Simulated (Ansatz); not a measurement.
Ag: geometry relaxation (part 2 of 2)

Continued. System: Ag (slab, 5 atoms in the cell). Method: DFT r2SCAN, scalar-relativistic, plane waves, PAW, no spin polarisation (Ansatz 0.2.0); cutoff 500 eV, 12×12×1 k-mesh, Gaussian smearing of 0.1 eV. The structure derives from an entry of the Crystallography Open Database. The input holds or restrains some coordinates. Forces given for the steps count only the free coordinates. It belongs to a series of runs on one base structure; here: clean slab, lower half held.

Geometry of the input (Å; fractional positions):
```
2.9037  0.0000  0.0000
-1.4518  2.5147  0.0000
0.0000  0.0000  26.4957
Ag 0.6667  0.3333  0.3208
Ag 0.3333  0.6667  0.4104
Ag 0.6667  0.3333  0.5000
Ag 0.3333  0.6667  0.5896
Ag 0.6667  0.3333  0.6792
```

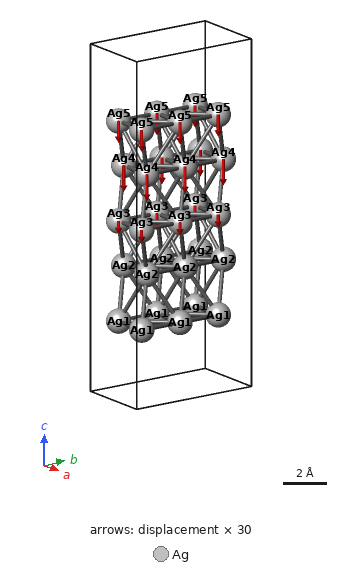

Figure 1. The starting structure with the displacements as red arrows, magnified 30 times (ball-and-stick view of the 2 × 3 repeat of the cell, with the vacuum cut short, seen slightly off an axis). The largest move is that of Ag4, 0.042 Å. The cell doesn't change. Distances before and after: Ag2–Ag3 2.906 → 2.889 Å. The energy falls by 0.3 meV per atom in 2 geometry steps. The largest force component goes from 0.08 to 0.0014 eV/Å. (Atoms are counted from 1 in the order of the input.)

```
WARN: The output density's exchange-correlation potential varies sharply where the density is thin. Do not read a vacuum level from v_tot or v_xc, or from such a field of the output density. On a cell that repeats whose density bears no net charge and no dipole along the vacuum's axis use v_es (v_loc + v_h of the components); under efield.dipole_correction with no amplitude use v_es + v_field, which holds any external_charges[].barrier, or the levels of the report's work_function block, which leave it out; under a non-zero efield.amplitude the vacuum is tilted and has no level; on a cell that repeats and bears such a dipole with no correction it is tilted too, and efield.dipole_correction with no amplitude gives each side of its ramp a level where efield: is served; in a cell that repeats whose density bears a net charge (total_charge, or a fill off its count) it is curved and has none; of a slab under crystal.periodic whose density bears no net charge use v_es, which has a level on each side, short of where the two are joined; of another it falls or rises all the way out and has none; of a slab beside external_charges read slab_vacuum_level instead, which it has where they leave it neutral. The grid or the basis barely resolves most such structure, and the values can differ between equally converged runs; as a rule a tighter scf.convergence.dr2_threshold does not remove it. Where the density itself ripples (under the LDA too) a higher basis.ecutwfc lessens it. The files hold the spikes' plane waves up to the density's cutoff. Files: v_tot_of_output_density and the like, and their columns of v_z.tsv (output.write_potential); v_xc_of_output_density and the like, and their columns of v_comp_z.tsv (output.write_potential_components). Measured: with its Gaussian average of σ = 0.25 Å subtracted twice, the exchange-correlation potential is over 0.1 eV at 3150 of the grid points where the equally averaged density (valence and model cores) is under 1e-3 e/Å³, and 0.853 eV at the most among them, at an averaged density of 7.7e-9 e/Å³. The input density's (outcome.potential() and, of a run that writes arrays, v_tot and v_xc) is over 0.1 eV, so measured, at 152 points of its own thin density, 0.269 eV at the most. See output.write_potential in the manual, Limitations
SCF converged after 2 iterations
Free energy (F): -38018.846890 eV
Harris-Foulkes:  -38018.846890 eV  (|F-HF|=8.70e-9)
Internal energy: -38018.840062 eV  (E = F + TS)
E sigma→0 (E₀):  -38018.843476 eV
Entropy (-TS):   -0.006828 eV (-1.366 meV/atom)
Fermi energy:    5.200782 eV
Dipole field:    D = -0.000092 V/Å  (p = -0.000098 e·Å, saw-weighted, corrected)
Work function:   Φ+ = 4.4171 eV   Φ− = 4.4147 eV
Levels:          The Fermi level and band energies are counted from a zero that moves with the ramp; work functions are not
--- Per-component energies (eV) ---
  E_band       = -2413.740485
  E_kinetic    = 2640.002983
  E_local      = -166502.313687  (includes V_loc(G=0)·N_el)
  E_nonlocal   = 407.489954
  E_hartree    = 82198.874654
  E_xc         = -890.448991
  E_vxc        = -1312.449971  (∫ρ·V_xc dr)
  E_paw        = -19613.361894  (= ΣΔE_a)
  E_vpaw       = -2139.117056  (= ΣTr[D̂ρ^β])
  E_aug_tail   = 0.000305  (compensation charges beyond the density's cutoff)
  E_vtau       = 94.904006  (kinetic-family band-sum trace: ∫τ·v_τ [+ j·A + Jᵃ·Aᵃ] dr)
  E_efield     = 0.000000  (sawtooth field / dipole correction)
  E_vefield    = -0.000170  (∫n·V_field dr)
  E_ewald      = 63743.463169
  E_core_change = -2.546554  (= ΣΔE_core)
  E_smearing   = -0.006828  (= −TS)
  E_closure    = -0.000000  (closes the sum)
  Σ components = -38018.846890   (vs F -38018.846890, Δ=0.00e0)
--- Forces (eV/Å), atoms counted from 1 ---
  atom   1  Ag    -0.00000000    -0.00000000    -0.01704272
  atom   2  Ag     0.00000000     0.00000000     0.01648257
  atom   3  Ag    -0.00000000    -0.00000000    -0.00039754
  atom   4  Ag     0.00000000     0.00000000     0.00127915
  atom   5  Ag     0.00000000    -0.00000000    -0.00026843
  max |Σ_I F_I| component: 5.30e-5 eV/Å
--- Band table (eV; the first three rows and the last of 19) ---
  k-point 0: bands = ["-89.4570", "-89.4558", "-89.3304", "-89.2569", "-89.2526", "-52.1050", "-52.0802", "-52.0151", "-52.0151", "-52.0140", "-52.0140", "-51.9420", "-51.8765", "-51.8765", "-51.8525", "-51.8481", "-51.8218", "-51.8218", "-51.8177", "-51.8177", "-2.3762", "-1.7203", "-1.3736", "-1.1785", "-1.1076", "0.1098", "0.1113", "0.1113", "0.1292", "0.1494", "0.1494", "0.2807", "0.2807", "0.4050", "0.4050", "0.4775", "0.4775", "0.7895", "0.9274", "0.9274", "1.2260", "1.2260", "1.5482", "1.5482", "1.7011", "1.7011", "1.7905", "1.7905", "2.3674", "4.4908", "5.4538", "9.2831", "9.6867", "10.0566", "11.3016", "11.4482", "13.4317"]
  k-point 1: bands = ["-89.4563", "-89.4550", "-89.3297", "-89.2561", "-89.2519", "-52.1026", "-52.0793", "-52.0238", "-52.0228", "-52.0173", "-52.0161", "-51.9412", "-51.8845", "-51.8785", "-51.8518", "-51.8474", "-51.8299", "-51.8258", "-51.8239", "-51.8198", "-2.1839", "-1.5371", "-1.2582", "-1.0467", "-0.9437", "0.0112", "0.0431", "0.1093", "0.1223", "0.1986", "0.2410", "0.2497", "0.3380", "0.3656", "0.4475", "0.4832", "0.5713", "0.6445", "0.8597", "0.8947", "1.2037", "1.2609", "1.3347", "1.5294", "1.5336", "1.7042", "1.7504", "1.8095", "2.8151", "4.7799", "5.8553", "9.4220", "9.8539", "10.1983", "11.4547", "11.6049", "13.5988"]
  k-point 2: bands = ["-89.4542", "-89.4530", "-89.3277", "-89.2541", "-89.2499", "-52.0962", "-52.0772", "-52.0474", "-52.0456", "-52.0231", "-52.0218", "-51.9402", "-51.9058", "-51.8840", "-51.8526", "-51.8494", "-51.8484", "-51.8452", "-51.8295", "-51.8254", "-1.6709", "-1.1025", "-1.0010", "-0.7557", "-0.5807", "-0.1426", "-0.0974", "-0.0735", "0.0541", "0.1832", "0.2268", "0.4165", "0.4487", "0.4695", "0.5642", "0.6047", "0.6113", "0.6235", "0.8341", "0.9221", "0.9914", "1.0995", "1.1808", "1.4327", "1.5004", "1.7091", "1.8496", "2.1096", "3.5333", "5.4963", "6.8610", "9.8347", "10.3571", "10.6370", "11.9238", "12.0763", "14.0969"]
  k-point 18: bands = ["-89.4443", "-89.4431", "-89.3182", "-89.2444", "-89.2402", "-52.1091", "-52.1026", "-52.1020", "-52.1002", "-52.0707", "-52.0601", "-51.9606", "-51.9531", "-51.9425", "-51.9073", "-51.9048", "-51.9033", "-51.9009", "-51.8421", "-51.8375", "-0.8876", "-0.6275", "-0.5873", "-0.5194", "-0.4613", "-0.2653", "-0.2123", "-0.1437", "-0.0562", "0.1865", "0.2814", "0.3633", "0.5547", "0.5651", "0.5669", "0.5697", "0.8681", "0.8954", "1.1803", "1.5708", "1.5968", "1.6165", "1.7308", "1.8031", "1.8124", "8.6008", "8.6694", "8.7933", "9.0268", "9.4055", "9.6515", "9.8415", "10.8850", "11.0305", "11.6099", "12.2378", "12.3652"]
--- Relaxed structure (3 steps of the walk, 3 accepted, 0 SCFs on fresh bases) ---
  F+E_penalty+E_count = -38018.84688997 eV   max|allowed force component| = 1.361e-3 eV/Å
  atoms:
    - { symbol: Ag, position: [0.6666666666666667, 0.33333333333333337, 0.3208068613] }
    - { symbol: Ag, position: [0.3333333333333333, 0.6666666666666667, 0.4104034307] }
    - { symbol: Ag, position: [0.6666666666666667, 0.33333333333333337, 0.4992129410515802] }
    - { symbol: Ag, position: [0.3333333333333333, 0.6666666666666667, 0.5880191069636295] }
    - { symbol: Ag, position: [0.6666666666666667, 0.33333333333333337, 0.677877611760209] }
```

## Trajectory as extended XYZ (Å, eV, eV/Å), 3 frames, from step=1 to step=3
```
5
Lattice="2.9037 0.0000 0.0000 -1.4518 2.5147 0.0000 0.0000 0.0000 26.4957" Properties=species:S:1:pos:R:3:forces:R:3 step=1 energy=-38018.84546
Ag    1.4518    0.8382    8.5000    0.0000   0.0000  -0.0144
Ag    0.0000    1.6764   10.8739    0.0000   0.0000   0.0800
Ag    1.4518    0.8382   13.2478    0.0000   0.0000   0.0000
Ag    0.0000    1.6764   15.6218    0.0000   0.0000  -0.0800
Ag    1.4518    0.8382   17.9957    0.0000   0.0000   0.0144
5
Lattice="2.9037 0.0000 0.0000 -1.4518 2.5147 0.0000 0.0000 0.0000 26.4957" Properties=species:S:1:pos:R:3:forces:R:3 step=2 energy=-38018.84612
Ag    1.4518    0.8382    8.5000    0.0000   0.0000  -0.0195
Ag    0.0000    1.6764   10.8739    0.0000   0.0000  -0.0274
Ag    1.4518    0.8382   13.2136    0.0000   0.0000  -0.0077
Ag    0.0000    1.6764   15.5510    0.0000   0.0000   0.0645
Ag    1.4518    0.8382   17.9367    0.0000   0.0000  -0.0098
5
Lattice="2.9037 0.0000 0.0000 -1.4518 2.5147 0.0000 0.0000 0.0000 26.4957" Properties=species:S:1:pos:R:3:forces:R:3 step=3 energy=-38018.84689
Ag    1.4518    0.8382    8.5000    0.0000   0.0000  -0.0171
Ag    0.0000    1.6764   10.8739    0.0000   0.0000   0.0165
Ag    1.4518    0.8382   13.2270    0.0000   0.0000  -0.0004
Ag    0.0000    1.6764   15.5800    0.0000   0.0000   0.0014
Ag    1.4518    0.8382   17.9608    0.0000   0.0000  -0.0003
```

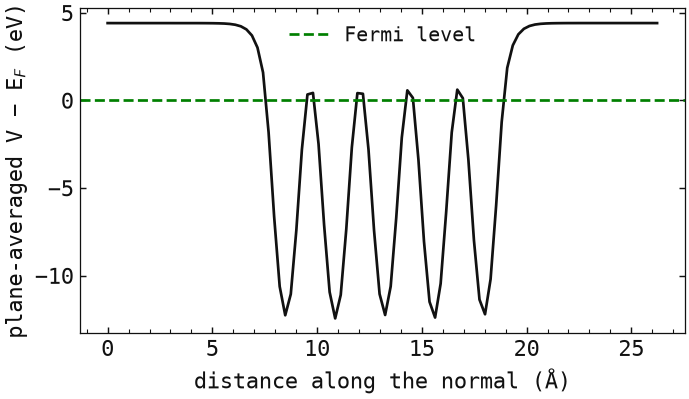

Figure 2. Plane average of the electrostatic potential energy of an electron across the cell, from the Fermi level. The vacuum level lies 4.42 eV above the Fermi level.

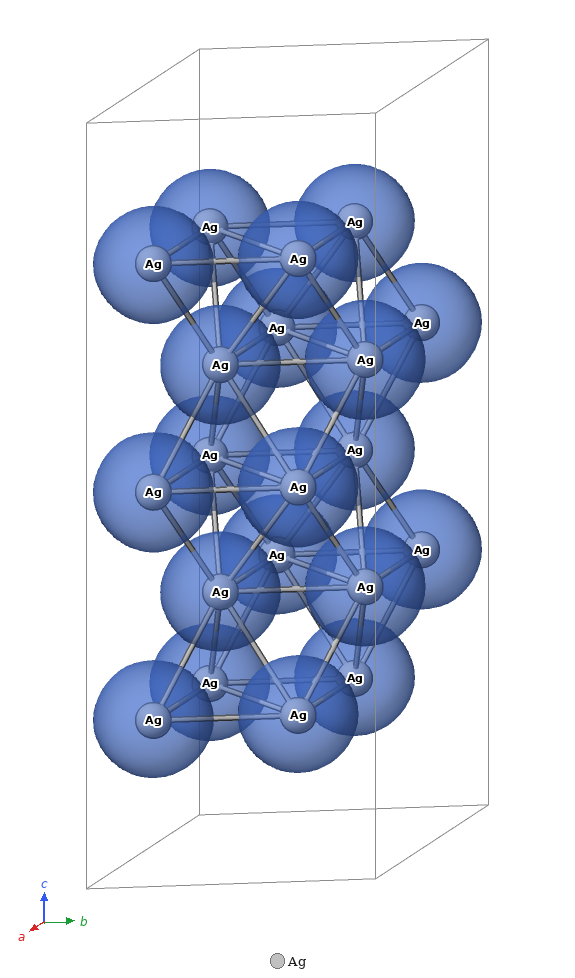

Figure 3. Isosurface of the valence charge density (pseudo) at 0.3 e/Å³ (blue), seen slightly off an axis. Sticks mark near contacts. At this value the density breaks into separate islands; it holds about 90 % of the electrons treated as valence (semicore included). It is pinched off along the Ag–Ag (2.89 Å) contacts. On the grid the lowest density along these lines, outside the cores, is 0.21 e/Å³ (Ag–Ag, 2.89 Å). Core electrons are frozen (PAW), so the fields are smoothed inside the atomic spheres.

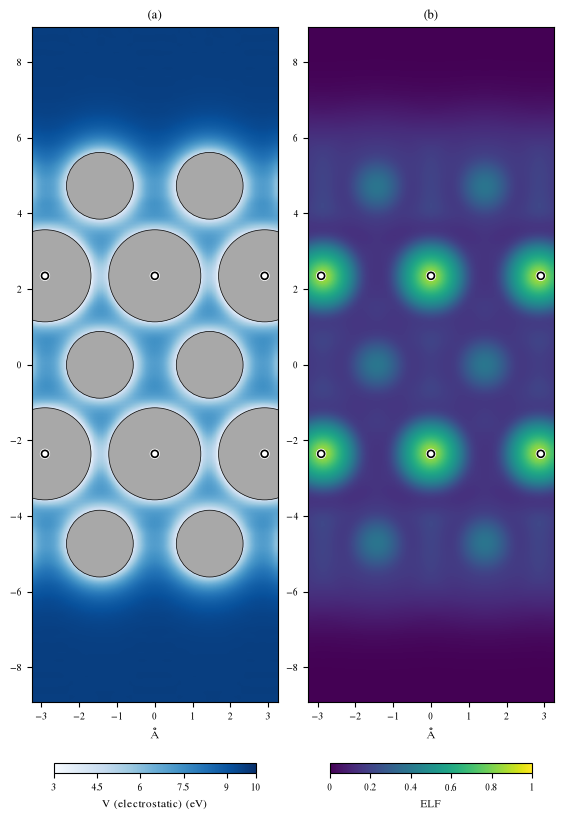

Figure 4. (a) electrostatic potential (local pseudopotential plus Hartree) felt by an electron; (b) ELF on the (100) plane of the calculation cell, a cut from vacuum to vacuum. Circles mark the nuclei in the plane (Ag). Grey discs, where drawn, cover atomic cores. The section cuts through Ag sites. Ag–Ag (2.90 Å): the ELF is about 0.15 at the midpoint; no shared electron pair. The strong features right at Ag lie inside the PAW spheres (semicore, d or f shells) and say nothing about bonding.

## Key numbers

- outcome: converged under the restraints of the input
- electrons treated: 95
- free energy: −38018.8469 eV
- work function, top face: 4.42 eV
- work function, bottom face: 4.41 eV
- Fermi energy: 5.201 eV
- gap on the k-point mesh: none (metallic)
- final volume: 193.47 Å³
- work function (upper face): 4.42 eV
- largest force (length of the vector) at the end, held atoms and coordinates included: 0.017 eV/Å
- hardware: 2 threads of Intel Xeon (Sapphire Rapids), 192 GiB of memory available, shared host
- wall time: 60 s (CPU time 1.9 min)
- peak memory: 1.1 GiB

## Notes

The program warns: the exchange-correlation potential is rough where the density is thin.
